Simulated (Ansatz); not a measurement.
**Single-point calculation, with input and output: CuO (part 2 of 2)**

CuO (2 atoms in the cell); DFT PBE, scalar-relativistic, plane waves, PAW, spin-polarised (Ansatz 0.2.0); cutoff 420 eV, 7×7×7 k-mesh, Gaussian smearing of 0.05 eV, collinear spins. The structure was built on a prototype by a generator; it need not be a known phase. It belongs to a series of runs on one base structure; here: random orbitals: harmonics, high filling.

Geometry of the input (Å; fractional positions):
```
0.0000  2.3273  2.3273
2.3273  0.0000  2.3273
2.3273  2.3273  0.0000
Cu 0.0000  0.0000  0.0000
O  0.2500  0.2500  0.2500
```

What the program printed, continued
```
SCF iter   1: F=—  HF=-7188.641554 eV  |F-HF|=—  |Δ(HF+E_count)|=         —  Δρ=8.21e-2 (↑3.95e-2 ↓8.21e-2)  dr2=1.73e0  dr2_m=2.70e-1  M=1.000 μB ∫|m|=1.033 μB  β_m=1.00  ethr=3.10e-3  ⟨swp⟩=5.9  Hψ=6073  notcnv=0
preconditioner: auto → none  [insulator: Δε(μ)=1.588 eV  Ē_g=17.956 eV  σ=0.050 eV  W_gap=1.00  n_scr=14 (ndim 8)  ℏωp=30.5 eV  f_vac=0.045  D(μ)=0.00/eV (n_scr^D=0)  ε∞_Penn≈3.9]
SCF iter   2: F=—  HF=-7188.413872 eV  |F-HF|=—  |Δ(HF+E_count)|=   2.28e-1  Δρ=3.12e-2 (↑3.03e-2 ↓3.12e-2)  dr2=2.93e-1  dr2_m=1.32e-4  M=1.000 μB ∫|m|=1.039 μB  β_m=1.00  ethr=3.10e-3  ⟨swp⟩=2.2  Hψ=2945  notcnv=0  defer=40
SCF iter   3: F=—  HF=-7188.500519 eV  |F-HF|=—  |Δ(HF+E_count)|=   8.66e-2  Δρ=1.80e-2 (↑1.80e-2 ↓1.78e-2)  dr2=1.01e-1  dr2_m=1.44e-5  M=1.000 μB ∫|m|=1.037 μB  β_m=1.00  ethr=1.17e-3  ⟨swp⟩=2.0  Hψ=2147  notcnv=0  defer=40
SCF iter   4: F=—  HF=-7188.564259 eV  |F-HF|=—  |Δ(HF+E_count)|=   6.37e-2  Δρ=2.18e-3 (↑2.18e-3 ↓1.97e-3)  dr2=1.11e-3  dr2_m=1.17e-5  M=1.000 μB ∫|m|=1.035 μB  β_m=1.00  ethr=4.06e-4  ⟨swp⟩=2.5  Hψ=2396  notcnv=0  defer=40
SCF iter   5: F=—  HF=-7188.599744 eV  |F-HF|=—  |Δ(HF+E_count)|=   3.55e-2  Δρ=1.14e-3 (↑1.14e-3 ↓1.11e-3)  dr2=3.75e-4  dr2_m=1.87e-6  M=1.000 μB ∫|m|=1.034 μB  β_m=0.30  ethr=4.44e-6  ⟨swp⟩=2.0  Hψ=2326  notcnv=0  defer=40
Mixer restart at iter 5: flushing history
spin-set hold released at iteration 5 (site moments contracting): the magnetisation degrees of freedom join the quasi-Newton model from the next iteration; the mixer history was flushed
SCF iter   6: F=—  HF=-7188.616460 eV  |F-HF|=—  |Δ(HF+E_count)|=   1.67e-2  Δρ=8.86e-4 (↑8.86e-4 ↓8.22e-4)  dr2=2.22e-4  dr2_m=3.52e-6  M=1.000 μB ∫|m|=1.033 μB  β_m=0.65  ethr=1.50e-6  ⟨swp⟩=2.0  Hψ=2254  notcnv=0  defer=40
SCF iter   7: F=—  HF=-7188.633198 eV  |F-HF|=—  |Δ(HF+E_count)|=   1.67e-2  Δρ=1.97e-4 (↑1.74e-4 ↓1.97e-4)  dr2=1.55e-5  dr2_m=1.88e-6  M=1.000 μB ∫|m|=1.031 μB  β_m=0.57  ethr=8.87e-7  ⟨swp⟩=2.0  Hψ=2457  notcnv=0  defer=40
SCF iter   8: F=—  HF=-7188.633193 eV  |F-HF|=—  |Δ(HF+E_count)|=   4.42e-6  Δρ=1.23e-4 (↑1.23e-4 ↓8.02e-5)  dr2=4.27e-6  dr2_m=5.67e-7  M=1.000 μB ∫|m|=1.031 μB  β_m=0.51  ethr=6.22e-8  ⟨swp⟩=2.0  Hψ=2340  notcnv=0  defer=40
SCF iter   9: F=—  HF=-7188.633192 eV  |F-HF|=—  |Δ(HF+E_count)|=   1.14e-6  Δρ=4.18e-5 (↑4.18e-5 ↓2.49e-5)  dr2=1.04e-7  dr2_m=2.18e-7  M=1.000 μB ∫|m|=1.031 μB  β_m=0.76  ethr=1.71e-8  ⟨swp⟩=2.4  Hψ=2230  notcnv=0  defer=40
SCF iter  10: F=—  HF=-7188.633192 eV  |F-HF|=—  |Δ(HF+E_count)|=   3.95e-7  Δρ=1.10e-5 (↑1.10e-5 ↓5.80e-6)  dr2=3.60e-8  dr2_m=7.04e-9  M=1.000 μB ∫|m|=1.031 μB  β_m=0.68  ethr=4.18e-10  ⟨swp⟩=2.0  Hψ=2320  notcnv=0  defer=40
SCF iter  11: F=—  HF=-7188.633192 eV  |F-HF|=—  |Δ(HF+E_count)|=   3.88e-9  Δρ=4.97e-6 (↑2.97e-6 ↓4.97e-6)  dr2=1.01e-8  dr2_m=9.07e-10  M=1.000 μB ∫|m|=1.031 μB  β_m=0.59  ethr=1.44e-10  ⟨swp⟩=2.0  Hψ=2001  notcnv=0  defer=40
SCF iter  12: F=—  HF=-7188.633192 eV  |F-HF|=—  |Δ(HF+E_count)|=   2.27e-9  Δρ=1.55e-6 (↑6.63e-7 ↓1.55e-6)  dr2=5.39e-10  dr2_m=1.76e-10  M=1.000 μB ∫|m|=1.031 μB  β_m=0.79  ethr=4.04e-11  ⟨swp⟩=2.3  Hψ=1790  notcnv=0  defer=40
SCF iter  13: F=—  HF=-7188.633192 eV  |F-HF|=—  |Δ(HF+E_count)|=  4.09e-11  Δρ=2.45e-7 (↑1.39e-7 ↓2.45e-7)  dr2=1.03e-11  dr2_m=5.31e-12  M=1.000 μB ∫|m|=1.031 μB  β_m=0.79  ethr=2.15e-12  ⟨swp⟩=2.0  Hψ=1831  notcnv=0  defer=40
Mixer restart at iter 13: flushing history
SCF iter  14: F=—  HF=-7191.556855 eV  |F-HF|=—  |Δ(HF+E_count)|=         —  Δρ=1.64e-1 (↑3.02e-2 ↓1.64e-1)  dr2=5.08e0  dr2_m=1.65e0  M=0.420 μB ∫|m|=0.422 μB  β_m=0.79  ethr=1.00e-12  ⟨swp⟩=8.1  Hψ=6725  notcnv=0  defer=40
SCF iter  15: F=—  HF=-7200.914475 eV  |F-HF|=—  |Δ(HF+E_count)|=    9.36e0  Δρ=3.67e-1 (↑2.09e-1 ↓3.67e-1)  dr2=5.83e1  dr2_m=1.86e0  M=1.367 μB ∫|m|=1.381 μB  β_m=0.00  ethr=1.00e-12  ⟨swp⟩=9.6  Hψ=11952  notcnv=0  defer=30  recentre
SCF iter  16: F=—  HF=-7191.555475 eV  |F-HF|=—  |Δ(HF+E_count)|=    9.36e0  Δρ=1.64e-1 (↑3.00e-2 ↓1.64e-1)  dr2=5.07e0  dr2_m=1.64e0  M=0.420 μB ∫|m|=0.423 μB  β_m=0.00  ethr=1.00e-12  ⟨swp⟩=9.3  Hψ=11589  notcnv=0  defer=4
SCF iter  17: F=—  HF=-7191.543930 eV  |F-HF|=—  |Δ(HF+E_count)|=   1.15e-2  Δρ=1.63e-1 (↑2.98e-2 ↓1.63e-1)  dr2=5.00e0  dr2_m=1.63e0  M=0.424 μB ∫|m|=0.426 μB  β_m=0.00  ethr=1.00e-12  ⟨swp⟩=5.4  Hψ=5438  notcnv=0  defer=4
SCF iter  18: F=—  HF=-7191.504597 eV  |F-HF|=—  |Δ(HF+E_count)|=   3.93e-2  Δρ=1.60e-1 (↑2.94e-2 ↓1.60e-1)  dr2=4.76e0  dr2_m=1.60e0  M=0.437 μB ∫|m|=0.439 μB  β_m=0.00  ethr=1.00e-12  ⟨swp⟩=6.1  Hψ=5781  notcnv=0  defer=4
SCF iter  19: F=—  HF=-7191.395497 eV  |F-HF|=—  |Δ(HF+E_count)|=   1.09e-1  Δρ=1.53e-1 (↑2.80e-2 ↓1.53e-1)  dr2=4.08e0  dr2_m=1.51e0  M=0.461 μB ∫|m|=0.463 μB  β_m=0.00  ethr=1.00e-12  ⟨swp⟩=6.3  Hψ=6368  notcnv=0  defer=4
SCF iter  20: F=—  HF=-7191.304071 eV  |F-HF|=—  |Δ(HF+E_count)|=   9.14e-2  Δρ=1.46e-1 (↑2.66e-2 ↓1.46e-1)  dr2=3.51e0  dr2_m=1.43e0  M=0.488 μB ∫|m|=0.489 μB  β_m=0.00  ethr=1.00e-12  ⟨swp⟩=6.1  Hψ=6366  notcnv=0  defer=5
SCF iter  21: F=—  HF=-7190.950936 eV  |F-HF|=—  |Δ(HF+E_count)|=   3.53e-1  Δρ=1.12e-1 (↑3.14e-2 ↓1.12e-1)  dr2=1.24e0  dr2_m=1.06e0  M=0.588 μB ∫|m|=0.589 μB  β_m=0.02  ethr=1.00e-12  ⟨swp⟩=7.1  Hψ=7799  notcnv=0  defer=13
SCF iter  22: F=—  HF=-7190.782365 eV  |F-HF|=—  |Δ(HF+E_count)|=   1.69e-1  Δρ=6.88e-2 (↑4.52e-2 ↓6.88e-2)  dr2=2.90e-1  dr2_m=5.47e-1  M=0.762 μB ∫|m|=0.766 μB  β_m=0.13  ethr=1.00e-12  ⟨swp⟩=7.2  Hψ=7966  notcnv=0  defer=30
SCF iter  23: F=—  HF=-7190.771893 eV  |F-HF|=—  |Δ(HF+E_count)|=   1.05e-2  Δρ=5.63e-2 (↑3.54e-2 ↓5.63e-2)  dr2=2.24e-1  dr2_m=3.61e-1  M=0.846 μB ∫|m|=0.855 μB  β_m=0.13  ethr=1.00e-12  ⟨swp⟩=7.1  Hψ=7515  notcnv=0  defer=26
SCF iter  24: F=—  HF=-7190.803447 eV  |F-HF|=—  |Δ(HF+E_count)|=   3.16e-2  Δρ=5.03e-2 (↑2.87e-2 ↓5.03e-2)  dr2=1.30e-1  dr2_m=3.17e-1  M=0.806 μB ∫|m|=0.821 μB  β_m=0.30  ethr=1.00e-12  ⟨swp⟩=7.1  Hψ=7416  notcnv=0  defer=27
SCF iter  25: F=—  HF=-7190.850424 eV  |F-HF|=—  |Δ(HF+E_count)|=   4.70e-2  Δρ=2.03e-2 (↑2.03e-2 ↓1.77e-2)  dr2=3.34e-2  dr2_m=7.63e-2  M=0.869 μB ∫|m|=0.900 μB  β_m=0.68  ethr=1.00e-12  ⟨swp⟩=7.1  Hψ=7715  notcnv=0  defer=28
SCF iter  26: F=—  HF=-7190.907915 eV  |F-HF|=—  |Δ(HF+E_count)|=   5.75e-2  Δρ=1.94e-2 (↑3.60e-3 ↓1.94e-2)  dr2=5.12e-2  dr2_m=2.48e-2  M=0.719 μB ∫|m|=0.738 μB  β_m=0.81  ethr=1.00e-12  ⟨swp⟩=7.1  Hψ=7609  notcnv=0  defer=27
SCF iter  27: F=—  HF=-7190.904040 eV  |F-HF|=—  |Δ(HF+E_count)|=   3.88e-3  Δρ=3.59e-3 (↑3.35e-3 ↓3.59e-3)  dr2=9.36e-4  dr2_m=1.98e-3  M=0.703 μB ∫|m|=0.727 μB  β_m=0.87  ethr=1.00e-12  ⟨swp⟩=7.0  Hψ=6979  notcnv=0  defer=30
SCF iter  28: F=—  HF=-7190.904469 eV  |F-HF|=—  |Δ(HF+E_count)|=   4.30e-4  Δρ=1.61e-3 (↑1.61e-3 ↓1.42e-3)  dr2=6.25e-4  dr2_m=3.51e-4  M=0.661 μB ∫|m|=0.680 μB  β_m=0.94  ethr=1.00e-12  ⟨swp⟩=6.0  Hψ=6182  notcnv=0  defer=30
SCF iter  29: F=—  HF=-7190.904533 eV  |F-HF|=—  |Δ(HF+E_count)|=   6.41e-5  Δρ=4.52e-4 (↑4.52e-4 ↓3.24e-4)  dr2=1.74e-5  dr2_m=2.67e-5  M=0.650 μB ∫|m|=0.666 μB  β_m=0.97  ethr=1.00e-12  ⟨swp⟩=5.8  Hψ=5332  notcnv=0  defer=30
SCF iter  30: F=—  HF=-7190.904543 eV  |F-HF|=—  |Δ(HF+E_count)|=   9.17e-6  Δρ=1.42e-4 (↑5.91e-5 ↓1.42e-4)  dr2=5.21e-6  dr2_m=1.16e-6  M=0.645 μB ∫|m|=0.660 μB  β_m=0.98  ethr=1.00e-12  ⟨swp⟩=4.7  Hψ=4641  notcnv=0  defer=30
SCF iter  31: F=—  HF=-7190.904543 eV  |F-HF|=—  |Δ(HF+E_count)|=   2.18e-7  Δρ=7.39e-5 (↑4.37e-5 ↓7.39e-5)  dr2=2.02e-6  dr2_m=1.07e-7  M=0.645 μB ∫|m|=0.660 μB  β_m=0.80  ethr=1.00e-12  ⟨swp⟩=4.0  Hψ=3968  notcnv=0  defer=30
iter 32 did not close the SCF: its close was put off for a magnetic moment that had not settled (scf_convergence_deferred on its scf_iter line)
SCF iter  32: F=-7190.904542 eV  HF=-7190.904542 eV  |F-HF|=7.52e-8  |Δ(HF+E_count)|=   4.42e-7  Δρ=1.18e-5 (↑1.18e-5 ↓1.01e-5)  dr2=5.86e-8  dr2_m=3.64e-9  M=0.645 μB ∫|m|=0.660 μB  β_m=0.90  ethr=1.00e-12  ⟨swp⟩=4.7  Hψ=8265  notcnv=0
SCF iter  33: F=-7190.904542 eV  HF=-7190.904542 eV  |F-HF|=2.03e-9  |Δ(HF+E_count)|=   1.26e-8  Δρ=2.00e-6 (↑2.00e-6 ↓1.79e-6)  dr2=1.83e-9  dr2_m=1.63e-10  M=0.645 μB ∫|m|=0.660 μB  ethr=1.00e-12  ⟨swp⟩=4.0  Hψ=7081  notcnv=0
WARN: hamiltonian.hubbard: on 1 of 2 specified blocks the occupation matrix of this SCF's result fails the test of the specified filling. At site 0 ↓ (sites count from 0 in the list of atoms of the cell that this SCF solves) the least filled combination of the orbitals specified full has occupation 0.858, and the fullest combination of the orbitals specified empty has occupation 0.858; the filling counts as kept where the first is at least 0.75 and exceeds the second by more than 0.25. The state of this SCF's result may not hold the specified filling, though these bounds can also misjudge a state that does. This warning does not say which state is lower in energy, or whether the specified filling is a self-consistent state at all; see hamiltonian.hubbard.sites[].starting_ns, Limitations, and scf.initial_density.shell_occupations in the input reference
SCF 1 converged in 33 iterations: F = -7190.904542 eV  dr2 = 1.83e-9
  greatest PAW one-centre occupation: 1.000 electrons in one spin orbital (limit 2), on the Cu atom at site 0 (counted from 0), in its partial waves of l = 0
SCF converged after 33 iterations
Magnetization: 0.6453 μB (12.8226 up, 12.1774 down)
Absolute magnetization: 0.6601 μB (∫|ρ↑−ρ↓|, with the PAW one-centre terms)
Spin contamination: 0.0010 ħ² per cell (⟨S²⟩ above its minimum at these occupations)
Per-site moments (μB) at R_I (Å): [(0.3965886169718671, 0.8313772438977585), (0.22981319413144177, 0.8313772438977585)]
Free energy (F): -7190.904542 eV
Harris-Foulkes:  -7190.904542 eV  (|F-HF|=2.03e-9)
Internal energy: -7190.902809 eV  (E = F + TS)
E sigma→0 (E₀):  -7190.903676 eV
Entropy (-TS):   -0.001733 eV (-0.867 meV/atom)
Fermi energy:    8.351948 eV
--- Per-component energies (eV) ---
  E_band       = -505.337951
  E_kinetic    = 467.380387
  E_local      = -5318.081017  (includes V_loc(G=0)·N_el)
  E_nonlocal   = 440.345906
  E_hartree    = 2298.485414
  E_xc         = -160.216378
  E_vxc        = -205.500190  (∫ρ·V_xc dr)
  E_paw        = -1820.430006  (= ΣΔE_a)
  E_vpaw       = -486.460335  (= ΣTr[D̂ρ^β])
  E_aug_tail   = 0.002802  (compensation charges beyond the density's cutoff)
  E_ewald      = -3098.389916
  E_smearing   = -0.001733  (= −TS)
  E_closure    = 0.000000  (closes the sum)
  Σ components = -7190.904542   (vs F -7190.904542, Δ=0.00e0)
--- Specified on-site occupations, and those of the state reported ---
  electrons in the specified blocks: 8.7500 specified, 9.4059 found
  site 0 (l=d) ↓: largest change of an orbital's occupation 0.8378; electrons 3.9000 specified, 4.5189 found; spectral distance 0.8527
  site 0 (l=d) ↑: largest change of an orbital's occupation 0.0246; electrons 4.8500 specified, 4.8870 found; spectral distance 0.0355
--- Forces (eV/Å), atoms counted from 1 ---
  atom   1  Cu     0.00000000     0.00000000     0.00000000
  atom   2  O      0.00000000     0.00000000     0.00000000
  max |Σ_I F_I| component: 6.25e-17 eV/Å
--- Stress (GPa, compression-positive) ---
       -9.123302      -0.000000       0.000000
       -0.000000      -9.123232      -0.000000
        0.000000      -0.000000      -9.123302
  P = ⅓ Tr σ = -9.1233 GPa (-91.233 kbar)
--- Band table (eV; the first three rows and the last of 80) ---
  k-point 0 ↑: bands = ["-103.8588", "-61.2266", "-61.2266", "-61.2266", "-10.1421", "3.7505", "3.7505", "3.7506", "6.3376", "6.3376", "8.7871", "8.7871", "8.7871", "9.1110", "22.0723", "22.0723", "22.0723"]
  k-point 1 ↑: bands = ["-103.8587", "-61.2274", "-61.2268", "-61.2268", "-10.0457", "3.4927", "3.8052", "3.8053", "6.3216", "6.3216", "8.0736", "8.6747", "8.6747", "10.1956", "20.5019", "22.1910", "22.1910"]
  k-point 2 ↑: bands = ["-103.8585", "-61.2292", "-61.2270", "-61.2270", "-9.8226", "3.0703", "3.9200", "3.9200", "6.3287", "6.3287", "7.1922", "8.3950", "8.3950", "11.9139", "18.1024", "22.1129", "22.1129"]
  k-point 39 ↓: bands = ["-103.3540", "-60.7395", "-60.7375", "-60.7371", "-9.0544", "3.1294", "4.6302", "4.7324", "6.4969", "6.7986", "6.9990", "7.5871", "7.6925", "14.5993", "17.5353", "19.3143", "22.3851"]
Occupation matrices written to [file]
--- Löwdin populations: 2 sites ---
  site symbol       q [e]    m [muB]
     0     Cu     17.9182     0.3586
     1      O      6.9348     0.2860
  spilling = 0.005880 (of n_electrons = 25.000000)
--- Occupation matrices: 1 shell (run DFT+U table (all-electron-ortho-atomic); ε = 2.00e-2, provisional) ---
  Cu0 d_3D: site group Td (-43m)
  Cu0 d_3D up     Tr n = 4.8870  λ = 0.966 0.966 0.966 0.995 0.995  [3× xz 0.33 (T2 1.00) T2(1.00) | 2× z2 0.50 (E 1.00) E(1.00)]
  Cu0 d_3D dn     Tr n = 4.5189  λ = 0.858 0.858 0.858 0.973 0.973  [3× xz 0.33 (T2 1.00) T2(1.00) | 2× z2 0.50 (E 1.00) E(1.00)]
  specified occupation → Cu0 d_3D up: matrix, ‖Δ‖_F = 0.0355, Tr Δ = -0.0370, displaced = 0.0307, d_λ = 0.0355; orbital distance = 0.0000
  specified occupation → Cu0 d_3D dn: matrix, ‖Δ‖_F = 0.8527, Tr Δ = -0.6189, displaced = 0.5338, d_λ = 0.8527; orbital distance = 0.8165
  Tr n, λ and their labels are of the run-group-symmetrised matrices; stabiliser: 24 of 48 elements of G0×{1,Θ} (closed), max defect 6.6e-6 at τ = 4.2e-3
```

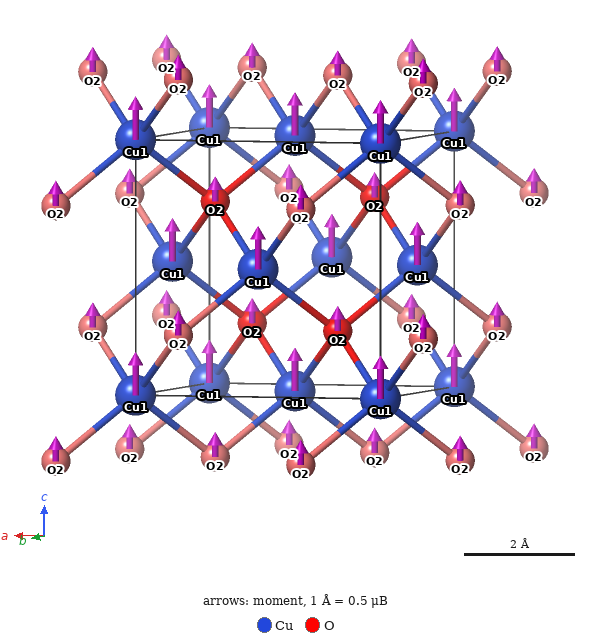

*Magnetic moments of the sites as pink arrows (ball-and-stick view of the cell 4 times as large as that of the calculation, set on its symmetry axes, seen at an oblique angle; neighbours outside the cell are drawn fainter; atoms are numbered from 1 in the order of the input); small moments hardly show. The run is collinear, so the axis drawn is arbitrary.*

Site moments: Cu1 (0.40 μB); O2 (0.23 μB). They are counted near the atoms and needn't add up to the moment of the cell.

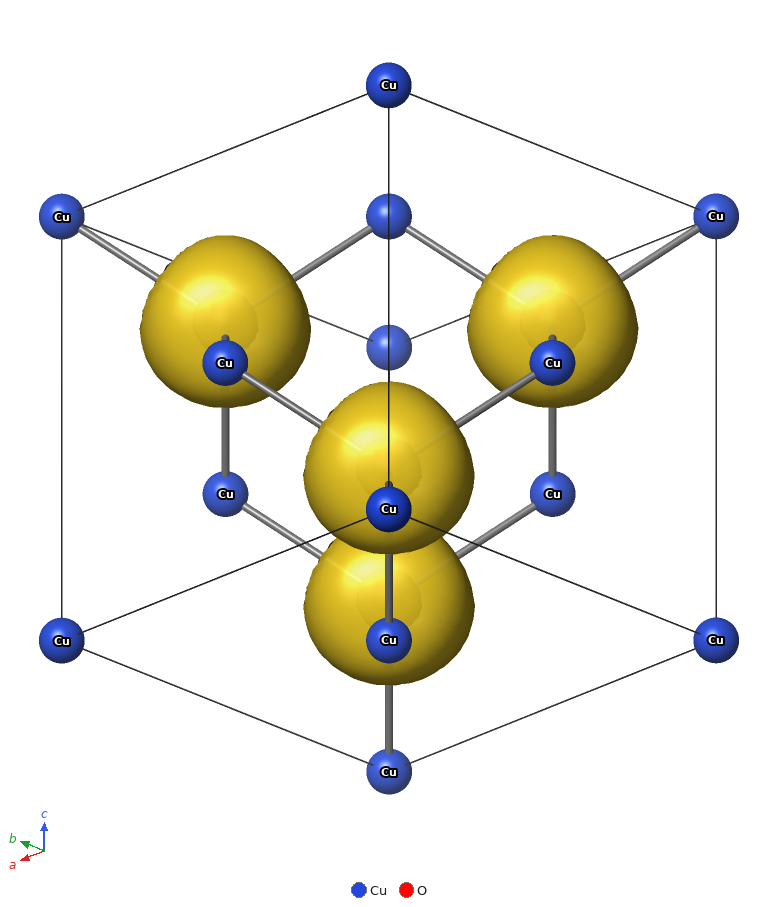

*Isosurface of the ELF at 0.65 (yellow), seen at an oblique angle. Only the valence region is drawn (cores and ρ < 0.01 e/Å³ removed). Sticks mark near contacts. The outline is the cell set on symmetry axes.*

Profiles from the grid: Cu–O (2.02 Å): the ELF is about 0.20 at the midpoint; no shared pair; the contact is polar. The fields are those of the smooth PAW valence density.

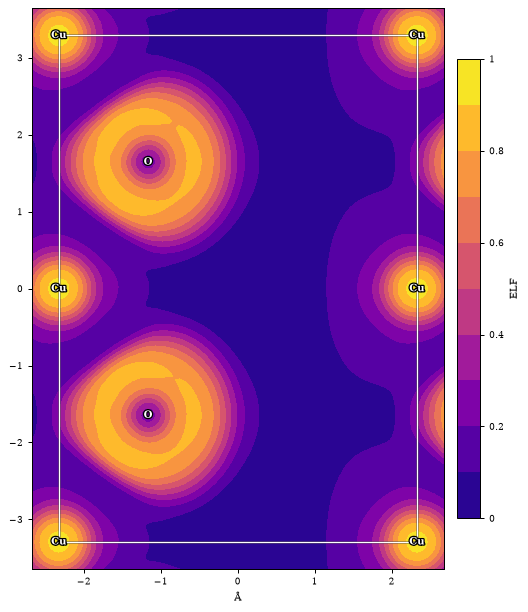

*Electron localisation function on the (011) plane of the conventional cell.*

Atoms in the plane: Cu and O. Cu–O (2.02 Å): the ELF is about 0.20 at the midpoint; a polar contact without a shared pair, in a metal. The strong features right at Cu lie inside the PAW spheres (semicore, d or f shells) and say nothing about bonding.

Key numbers

- outcome: converged
- space group (tolerance 0.01 Å): F-43m (216)
- electrons treated: 25
- free energy: −7190.9045 eV
- Fermi energy: 8.352 eV
- gap on the k-point mesh: none (metallic)
- net moment of the cell: 0.65 μB
- integrated absolute moment: 0.66 μB
- pressure: −9.12 GPa
- largest force (length of the vector): under 0.001 eV/Å
- hardware: 2 threads of Arm Neoverse N1, 60 GiB of memory available, shared host
- wall time: 20 s (CPU time 39 s)
- peak memory: 0.32 GiB

Notes

Warnings of the run: the typed occupations were not kept; the occupation matrices lower the symmetry. The cell is under a tension of 9.1 GPa at this level, so it is not at its equilibrium volume.
